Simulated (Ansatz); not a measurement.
Hf16HO32: single-point calculation (part 1 of 2)

Hf16HO32 (defect cell, 49 atoms in the cell), computed with DFT PBE, scalar-relativistic, plane waves, PAW, spin-polarised (Ansatz 0.2.0).

The structure derives from an entry of the Crystallography Open Database. Figures and captions count atoms from 1; the log counts them from 0 in places.

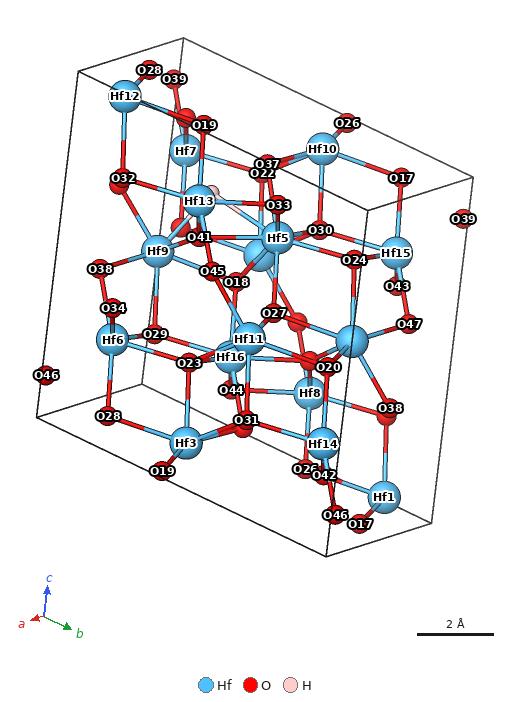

*The input geometry (ball-and-stick view of the cell of the calculation, seen slightly off an axis; atoms are numbered from 1 in the order of the input). An atom can appear more than once, as a periodic image.*

### Input file
```yaml
crystal:
  lattice:
    - [4.259337, -5.1857, 5.213867]
    - [-4.259337, -5.1857, -5.213867]
    - [5.976663, 5.1857, -5.213867]
  atoms:
    - { symbol: Hf, position: [0.1173535965, 0.8746460217, 0.0359829041] }
    - { symbol: Hf, position: [0.1164761402, 0.3731521989, 0.5334495261] }
    - { symbol: Hf, position: [0.6197077643, 0.3727787074, 0.0394932849] }
    - { symbol: Hf, position: [0.6165758733, 0.8735021228, 0.5341417435] }
    - { symbol: Hf, position: [0.5918098938, 0.5817057483, 0.7138038335] }
    - { symbol: Hf, position: [0.5887658733, 0.0815786214, 0.2180343612] }
    - { symbol: Hf, position: [0.0898828632, 0.0812953783, 0.7158738939] }
    - { symbol: Hf, position: [0.0904607457, 0.5823911978, 0.2160987831] }
    - { symbol: Hf, position: [0.382464442, 0.1261047411, 0.4709896673] }
    - { symbol: Hf, position: [0.3811747546, 0.6239278074, 0.9667590752] }
    - { symbol: Hf, position: [0.8834892849, 0.6247435986, 0.4676342554] }
    - { symbol: Hf, position: [0.8821168442, 0.1237421499, 0.9657144333] }
    - { symbol: Hf, position: [0.9104523012, 0.4158474509, 0.7843507032] }
    - { symbol: Hf, position: [0.9066011353, 0.9143004658, 0.2830043007] }
    - { symbol: Hf, position: [0.4095990759, 0.9148204264, 0.7860499471] }
    - { symbol: Hf, position: [0.4079773559, 0.4147184131, 0.2843420578] }
    - { symbol: O, position: [0.3427982058, 0.879168851, 0.9832340015] }
    - { symbol: O, position: [0.3417442682, 0.3805694164, 0.480802691] }
    - { symbol: O, position: [0.8428604213, 0.378865986, 0.9825476427] }
    - { symbol: O, position: [0.8432200603, 0.8784455281, 0.4838160038] }
    - { symbol: O, position: [0.1465411975, 0.8598173492, 0.2676326781] }
    - { symbol: O, position: [0.1495520362, 0.3595141821, 0.7677811617] }
    - { symbol: O, position: [0.6480704345, 0.3601227907, 0.2692103999] }
    - { symbol: O, position: [0.6477907489, 0.8588660146, 0.7672558705] }
    - { symbol: O, position: [0.1466618755, 0.1137984662, 0.5118704591], spin: 0.2 }
    - { symbol: O, position: [0.1562353928, 0.618585816, 0.0182239109] }
    - { symbol: O, position: [0.6554587999, 0.6185636299, 0.51710534] }
    - { symbol: O, position: [0.6558679191, 0.1177543356, 0.0183917205] }
    - { symbol: O, position: [0.3510771662, 0.1379600532, 0.2334401439] }
    - { symbol: O, position: [0.3547514519, 0.6366437386, 0.7351377243] }
    - { symbol: O, position: [0.8521082136, 0.637402526, 0.2344578978] }
    - { symbol: O, position: [0.8525708344, 0.1380351686, 0.7331552204] }
    - { symbol: O, position: [0.8670748233, 0.6595375465, 0.8670237835] }
    - { symbol: O, position: [0.8643039761, 0.1603614535, 0.3672704286] }
    - { symbol: O, position: [0.3672353672, 0.1604707887, 0.8688663304], spin: 0.2 }
    - { symbol: O, position: [0.3657825351, 0.6594348492, 0.3672318405] }
    - { symbol: O, position: [0.5545632267, 0.5066741514, 0.8923860985], spin: 0.14 }
    - { symbol: O, position: [0.5417467223, -0.0024958386, 0.383889292] }
    - { symbol: O, position: [0.0436212033, -0.0014277839, 0.8835269984] }
    - { symbol: O, position: [0.0429822484, 0.4981725881, 0.3828576801] }
    - { symbol: O, position: [0.6402597737, 0.3411581727, 0.6235399176], spin: 0.06 }
    - { symbol: O, position: [0.6306778247, 0.8378051853, 0.1346440057] }
    - { symbol: O, position: [0.1344467955, 0.838918943, 0.6338603193] }
    - { symbol: O, position: [0.1323307545, 0.3378035143, 0.1327617558] }
    - { symbol: O, position: [0.9625358759, 0.503668043, 0.6208852204] }
    - { symbol: O, position: [0.9537481168, 0.9981162724, 0.1162664411] }
    - { symbol: O, position: [0.4573314553, 0.9989338659, 0.6194087528] }
    - { symbol: O, position: [0.4552622097, 0.4978650988, 0.116975596] }
    - { symbol: H, position: [0.4345280545, 0.2958845445, 0.7134051236], spin: 0.38 }
magnetization:
  spin_polarized: true
basis:
  ecutwfc: 420
  fft_grid_basis: typed
kpoints:
  mp_grid: { grid: [2, 2, 2] }
hamiltonian:
  xc: pbe
  pseudopotentials: { kind: paw }
scf:
  occupations: { method: gaussian, width: 0.05 }
output:
  forces: true
  stress: false
  eigenvalues: true
  bader: true
  write_density: true
  volumetric_format: npy
  populations: true
```

Command:
```bash
ansatz run input.yaml --threads 4 --pin off --max-ram 10240MiB --backend cpu --events-out ev --progress --plain --runs-dir out
```

### What the program printed
```
Engine: ansatz 0.2.0, aarch64-unknown-linux-gnu
Pseudopotentials: kind: paw
Pseudopotential: Hf, paw, valence charge 26, recommended cutoff 420 eV (normal), Hf.paw.azcp
Pseudopotential: O, paw, valence charge 6, recommended cutoff 420 eV (normal), O.paw.azcp
Pseudopotential: H, paw, valence charge 1, recommended cutoff 420 eV (normal), H.paw.azcp
Functional definition: PBE
  parameter kappa = 0.804
  parameter beta = 0.06672455060314922
  exchange = pbe_x(kappa = kappa, mu = beta*pi^2/3)
  correlation = pbe_c(beta = beta)
Crystal: 49 atoms, lattice volume = 553.513 Å³
Basis set: ecut = 420 eV, 10821 PW (Γ), exchange–correlation on 120×120×128 points (8 copies of the dense FFT grid, shifted against one another)
Bands: 366, of which v1, the nominal top of the filled ones, is band 305 counted from 1 (304 counted from 0)
Symmetry: 1 space group operations
Space group: P1 (ITA 1), of the structure as read, at distance tolerance 8.2e-5 Å
Magnetic group: BNS 1.1 (UNI 1), of the structure as read, at distance tolerance 8.2e-5 Å
k-points: 8
Non-local potential: Hf, projectors of the file, l = 0: 3, l = 1: 2, l = 2: 2, l = 3: 3
Non-local potential: O, projectors of the file, l = 0: 2, l = 1: 2, l = 2: 1
Non-local potential: H, projectors of the file, l = 0: 2, l = 1: 1
PAW form: soft (Blöchl's): semilocal exchange-correlation on the pseudo side does not see the compensation charge
PAW one-centre angular grid: Hf, 590 points (default); XC on 64 Gauss nodes
PAW one-centre angular grid: O, 110 points (default); XC on 64 Gauss nodes
PAW one-centre angular grid: H, 110 points (default); XC on 64 Gauss nodes
Initial density: superposition of atomic densities (chi_scale 0.1, normalization cell, long waves kept (reshape's long-wave potential 0.04 eV rms))
Starting moments: Σ|m| = 0.98 μB on 5 of 49 sites
Initial wavefunctions: pseudopotential atomic-orbital guess
Functional: x = pbe(κ = 0.804, μ = 0.2195149727645171), c = pbe(β = 0.06672455060314922)
SCF iter   1: F=—  HF=-269804.845628 eV  |F-HF|=—  |Δ(HF+E_count)|=         —  Δρ=4.48e-2 (↑4.48e-2 ↓4.44e-2)  dr2=4.00e1  dr2_m=9.18e-2  M=1.000 μB ∫|m|=1.042 μB  β_m=0.30  ethr=3.10e-3  ⟨swp⟩=5.0  Hψ=17879  notcnv=0  defer=397
Mixer restart at iter 1: flushing history
preconditioner: auto → Resta (q_TF=auto, 2.772 Å⁻¹)  ε∞=5.1  [insulator: Δε(μ)=0.356 eV  Ē_g=18.828 eV  σ=0.050 eV  W_gap=1.00  n_scr=206 (ndim 8)  ℏωp=37.9 eV  f_vac=0.006  D(μ)=0.00/eV (n_scr^D=0)  ε∞_Penn≈5.1]
spin=Collinear: Resta preconditioning applied to the charge; magnetization (m = ρ↑ − ρ↓) channel mixes plain (no charge-response kernel on spin).
SCF iter   2: F=—  HF=-269797.129457 eV  |F-HF|=—  |Δ(HF+E_count)|=    7.72e0  Δρ=2.76e-2 (↑2.76e-2 ↓2.76e-2)  dr2=1.55e1  dr2_m=5.79e-2  M=1.000 μB ∫|m|=1.042 μB  β_m=0.48  ethr=3.10e-3  ⟨swp⟩=3.0  Hψ=11471  notcnv=0  defer=856
SCF iter   3: F=—  HF=-269798.412897 eV  |F-HF|=—  |Δ(HF+E_count)|=    1.28e0  Δρ=1.21e-2 (↑1.19e-2 ↓1.21e-2)  dr2=3.28e0  dr2_m=1.54e-2  M=1.000 μB ∫|m|=1.059 μB  β_m=0.58  ethr=2.55e-3  ⟨swp⟩=2.7  Hψ=9758  notcnv=0  defer=856
SCF iter   4: F=—  HF=-269799.778451 eV  |F-HF|=—  |Δ(HF+E_count)|=    1.37e0  Δρ=4.76e-3 (↑4.62e-3 ↓4.76e-3)  dr2=4.06e-1  dr2_m=5.24e-3  M=1.000 μB ∫|m|=1.060 μB  β_m=0.65  ethr=5.38e-4  ⟨swp⟩=2.6  Hψ=10878  notcnv=0  defer=856
SCF iter   5: F=—  HF=-269799.828647 eV  |F-HF|=—  |Δ(HF+E_count)|=   5.02e-2  Δρ=1.95e-3 (↑1.84e-3 ↓1.95e-3)  dr2=8.75e-2  dr2_m=9.42e-4  M=1.000 μB ∫|m|=1.060 μB  β_m=0.80  ethr=6.66e-5  ⟨swp⟩=2.0  Hψ=10194  notcnv=0  defer=862
SCF iter   6: F=—  HF=-269799.858317 eV  |F-HF|=—  |Δ(HF+E_count)|=   2.97e-2  Δρ=5.96e-4 (↑5.90e-4 ↓5.96e-4)  dr2=6.29e-3  dr2_m=1.58e-5  M=1.000 μB ∫|m|=1.060 μB  β_m=0.80  ethr=1.44e-5  ⟨swp⟩=2.0  Hψ=9780  notcnv=0  defer=862
SCF iter   7: F=—  HF=-269799.860028 eV  |F-HF|=—  |Δ(HF+E_count)|=   1.71e-3  Δρ=3.69e-4 (↑3.61e-4 ↓3.69e-4)  dr2=2.88e-3  dr2_m=4.59e-6  M=1.000 μB ∫|m|=1.060 μB  β_m=0.85  ethr=1.03e-6  ⟨swp⟩=2.0  Hψ=10710  notcnv=0  defer=862
SCF iter   8: F=—  HF=-269799.862301 eV  |F-HF|=—  |Δ(HF+E_count)|=   2.27e-3  Δρ=1.13e-4 (↑1.06e-4 ↓1.13e-4)  dr2=2.58e-4  dr2_m=1.34e-6  M=1.000 μB ∫|m|=1.060 μB  β_m=0.86  ethr=4.73e-7  ⟨swp⟩=2.0  Hψ=10728  notcnv=0  defer=862
SCF iter   9: F=—  HF=-269799.862479 eV  |F-HF|=—  |Δ(HF+E_count)|=   1.78e-4  Δρ=5.70e-5 (↑5.70e-5 ↓5.70e-5)  dr2=6.69e-5  dr2_m=4.96e-7  M=1.000 μB ∫|m|=1.059 μB  β_m=0.73  ethr=4.23e-8  ⟨swp⟩=3.0  Hψ=10839  notcnv=0  defer=862
SCF iter  10: F=—  HF=-269799.862453 eV  |F-HF|=—  |Δ(HF+E_count)|=   2.59e-5  Δρ=2.64e-5 (↑2.64e-5 ↓2.53e-5)  dr2=1.21e-5  dr2_m=1.43e-7  M=1.000 μB ∫|m|=1.059 μB  β_m=0.84  ethr=1.10e-8  ⟨swp⟩=3.0  Hψ=10839  notcnv=0  defer=862
SCF iter  11: F=—  HF=-269799.862478 eV  |F-HF|=—  |Δ(HF+E_count)|=   2.51e-5  Δρ=1.23e-5 (↑1.23e-5 ↓1.23e-5)  dr2=3.13e-6  dr2_m=1.31e-8  M=1.000 μB ∫|m|=1.059 μB  β_m=0.82  ethr=1.98e-9  ⟨swp⟩=2.0  Hψ=10728  notcnv=0  defer=862
SCF iter  12: F=—  HF=-269799.862479 eV  |F-HF|=—  |Δ(HF+E_count)|=   7.63e-7  Δρ=4.46e-6 (↑4.31e-6 ↓4.46e-6)  dr2=3.89e-7  dr2_m=5.81e-10  M=1.000 μB ∫|m|=1.059 μB  β_m=0.80  ethr=5.14e-10  ⟨swp⟩=2.0  Hψ=10696  notcnv=0  defer=862
SCF iter  13: F=—  HF=-269799.862479 eV  |F-HF|=—  |Δ(HF+E_count)|=   1.44e-7  Δρ=2.65e-6 (↑2.52e-6 ↓2.65e-6)  dr2=1.28e-7  dr2_m=5.10e-10  M=1.000 μB ∫|m|=1.059 μB  β_m=0.73  ethr=6.39e-11  ⟨swp⟩=2.0  Hψ=10488  notcnv=0  defer=862
SCF iter  14: F=-269799.862479 eV  HF=-269799.862479 eV  |F-HF|=4.60e-9  |Δ(HF+E_count)|=   9.31e-9  Δρ=1.21e-6 (↑1.11e-6 ↓1.21e-6)  dr2=2.86e-8  dr2_m=1.68e-10  M=1.000 μB ∫|m|=1.059 μB  ethr=1.64e-11  ⟨swp⟩=11.5  Hψ=25470  notcnv=0
SCF 1 converged in 14 iterations: F = -269799.862479 eV  dr2 = 2.86e-8
  greatest PAW one-centre occupation: 0.999 electrons in one spin orbital (limit 2), on the Hf atom at site 4 (counted from 0), in its partial waves of l = 0
```

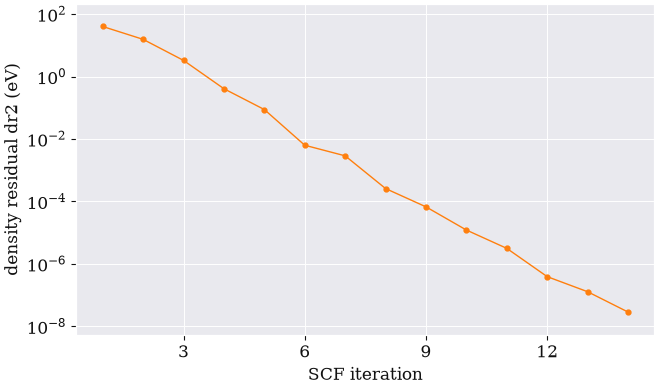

*Convergence of the self-consistent field: density residual dr2 against the SCF iteration.*

The residual falls at every step.

```
SCF converged after 14 iterations
Magnetization: 1.0000 μB (305.0000 up, 304.0000 down)
Absolute magnetization: 1.0620 μB (∫|ρ↑−ρ↓|, with the PAW one-centre terms)
Spin contamination: 0.0032 ħ² per cell (⟨S²⟩ above its minimum at these occupations)
Per-site moments (μB) at R_I (Å): [(0.0001483096407546593, 0.8447930725542332), (-6.808633491860989e-5, 0.8439111168166032), (0.001045210930137425, 0.8461421723716186), (0.000426993256945212, 0.8431873146412322), (-0.0021448713010339296, 0.8467202357857014), (0.0005479496597018417, 0.8395797383207726), (-0.00011293532714205672, 0.8427052777530242), (4.228487979309009e-5, 0.8438312674961262), (0.03344795025550818, 0.8469524361214011), (0.0016313535829008913, 0.8411315721416252), (0.00020627940717380544, 0.8434545202432436), (0.00010022494578964485, 0.8422918676469027), (0.0018127691701691146, 0.8415072161247994), (0.00382777380811404, 0.8425453600793569), (0.0013168243317023618, 0.8435348895855005), (0.001012811135627942, 0.8438070636260375), (0.0006665653154857877, 0.8824910398026988), (0.02399973714968831, 0.8803261778919613), (-0.00023610023440980701, 0.8832542207935766), (0.0012037763208859228, 0.8811412839420785), (0.0015825642974331778, 0.8813704047021702), (1.3251385746588349e-5, 0.8821112270825634), (0.0006158731063576071, 0.8839587700330231), (0.00030270925245328166, 0.8790774555723978), (0.04373825159505073, 0.8780717868872057), (0.0015691740303572037, 0.8775794824806262), (-3.944428187650364e-5, 0.8834468633033873), (0.0008846732538139328, 0.8843867694415921), (0.004149546686151951, 0.879180312992006), (2.1055339695620105e-6, 0.8850267954950046), (0.002248853800139652, 0.8826853404795392), (0.00018692465715400183, 0.8820918275575903), (0.0006917821511531737, 0.8447930725542332), (0.00142832892359697, 0.8438895258257256), (0.015639222102342115, 0.8461421723716186), (0.000801043403281276, 0.8433277676297681), (0.13584409241257697, 0.7221209206743863), (0.0027523968959688584, 0.8395797383207726), (0.00043812877562336326, 0.8427052777530242), (0.00016177880580371223, 0.8438312674961262), (0.059547240978950255, 0.8415072161247994), (0.007256673931707568, 0.8411315721416252), (8.583397749553199e-5, 0.8434545202432436), (0.0009015467686055526, 0.8422918676469027), (0.0030566296515174905, 0.8447179081471945), (0.00019502366698663618, 0.8425453600793569), (0.01345293473022077, 0.8435348895855005), (0.0014022192558438705, 0.8438070636260375), (0.3829093173921792, 0.7221209206743863)]
Free energy (F): -269799.862479 eV
Harris-Foulkes:  -269799.862479 eV  (|F-HF|=4.60e-9)
Internal energy: -269799.862479 eV  (E = F + TS)
E sigma→0 (E₀):  -269799.862479 eV
Fermi energy:    16.217927 eV
--- Per-component energies (eV) ---
  E_band       = 80.274145
  E_kinetic    = 12380.135826
  E_local      = -98104.028465  (includes V_loc(G=0)·N_el)
  E_nonlocal   = -18347.433435
  E_hartree    = 44898.397163
  E_xc         = -7177.248946
  E_vxc        = -7293.360822  (∫ρ·V_xc dr)
  E_paw        = -115899.307471  (= ΣΔE_a)
  E_vpaw       = 21648.096552  (= ΣTr[D̂ρ^β])
  E_aug_tail   = 0.078420  (compensation charges beyond the density's cutoff)
  E_ewald      = -87550.455571
  E_smearing   = -0.000000  (= −TS)
  E_closure    = 0.000000  (closes the sum)
  Σ components = -269799.862479   (vs F -269799.862479, Δ=0.00e0)
--- Forces (eV/Å), atoms counted from 1 ---
  atom   1  Hf     0.00846983    -0.00146169    -0.00529032
  atom   2  Hf    -0.00611513     0.00312957    -0.00065212
  atom   3  Hf    -0.00525437    -0.00031685     0.00189281
  atom   4  Hf    -0.00583998     0.00408423     0.00293681
  atom   5  Hf     0.00227372     0.00345759     0.01087914
  atom   6  Hf     0.00091648     0.00147079    -0.00626289
  atom   7  Hf    -0.00085544    -0.00511598    -0.00715618
  atom   8  Hf     0.00471204    -0.00103882     0.00161209
  atom   9  Hf    -0.00097785     0.00235685    -0.00062115
  atom  10  Hf     0.01844691     0.00343178    -0.01071388
  atom  11  Hf     0.00094081     0.00163088     0.00609586
  atom  12  Hf     0.00250398    -0.00426327    -0.00507477
  atom  13  Hf    -0.00735984    -0.00064471     0.00193820
  atom  14  Hf    -0.00123066     0.00112722     0.00651282
  atom  15  Hf    -0.00116693    -0.00672237    -0.00342994
  atom  16  Hf    -0.00297792     0.00241279     0.00280395
  atom  17  O     -0.00330327     0.00046526     0.00631869
  atom  18  O      0.00115096    -0.00344851    -0.00642119
  atom  19  O     -0.00484756     0.00141438     0.00051887
  atom  20  O      0.00153564     0.00052334     0.00288678
  atom  21  O     -0.00367915     0.00055115     0.00000832
  atom  22  O      0.00066752     0.00257164    -0.00046778
  atom  23  O      0.00799542    -0.00055665    -0.00592900
  atom  24  O      0.00376146     0.01025849     0.00198970
  atom  25  O     -0.00274415     0.00424910     0.00632473
  atom  26  O     -0.00373410    -0.00207107    -0.00046324
  atom  27  O      0.00604623     0.00154531    -0.00157578
  atom  28  O      0.00105095    -0.00071710     0.00706400
  atom  29  O     -0.00305042     0.00060786     0.00368112
  atom  30  O     -0.00250387    -0.01044955     0.00371282
  atom  31  O      0.00445724     0.00035103    -0.00263162
  atom  32  O      0.00139840    -0.00266112    -0.00144538
  atom  33  O     -0.00832038     0.00604165    -0.00292899
  atom  34  O      0.00313772    -0.00304671     0.00299087
  atom  35  O     -0.00052284     0.01143732     0.00669957
  atom  36  O      0.00040543    -0.00209346    -0.00348941
  atom  37  O     -0.01570315    -0.00604159     0.00674744
  atom  38  O      0.00510783    -0.00136690     0.00284837
  atom  39  O     -0.00140473     0.00124680    -0.00166056
  atom  40  O      0.00329535     0.00200085    -0.00233286
  atom  41  O      0.01061295    -0.00974979    -0.00100808
  atom  42  O     -0.00215671     0.00145939    -0.00536085
  atom  43  O     -0.00092946    -0.00023041     0.00431387
  atom  44  O     -0.00542531     0.00442298     0.00337817
  atom  45  O      0.00139682    -0.00191953     0.00048538
  atom  46  O      0.00064937    -0.00259384    -0.00147374
  atom  47  O      0.00228355     0.00694538    -0.00780960
  atom  48  O     -0.00666300    -0.00237334     0.00508120
  atom  49  H      0.00354274    -0.01029059    -0.01551130
  max |Σ_I F_I| component: 1.98e-5 eV/Å
--- Band table (eV; the first three rows and the last of 16) ---
```
